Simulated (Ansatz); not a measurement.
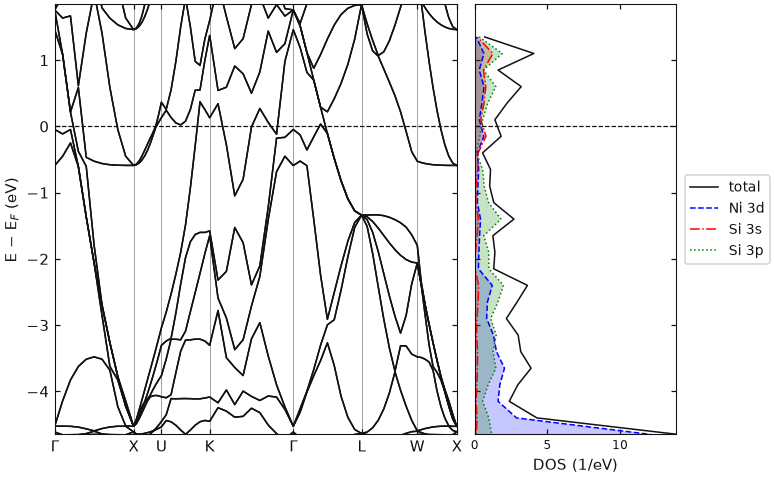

Band structure and density of states. Energies are counted from the Fermi level. The path runs straight from each named point to the next. The partial curves are projected on Löwdin-orthogonalised atomic shells.

Q: What lattice type does the k path imply?

A: A face-centred cubic lattice: the path Γ–X–U–K–Γ–L–W–X runs through the special points of its Brillouin zone.

The material is Si₂Ni, space group Fm-3m (No. 225), 6 atoms in the cell.

Computed with Ansatz: DFT with LDA, PAW plane waves, Ueff = 6.54 eV on Ni d, 6×6×6 k mesh, Fermi-Dirac smearing of 0.1 eV.

Q: Does this material conduct, going by its bands?

A: A metal: bands cross the Fermi level along this path.

Q: Which levels at L lie nearest to the Fermi level?

A: At L the nearest levels lie 1.34 eV below and 1.84 eV above the Fermi level.

Q: Which states dominate at the Fermi level?

A: By projected weight, the states within 0.3 eV of the Fermi level are Si 3s (40 %), Ni 3d (30 %) and Si 3p (30 %).

Some starting moments didn't survive the run.
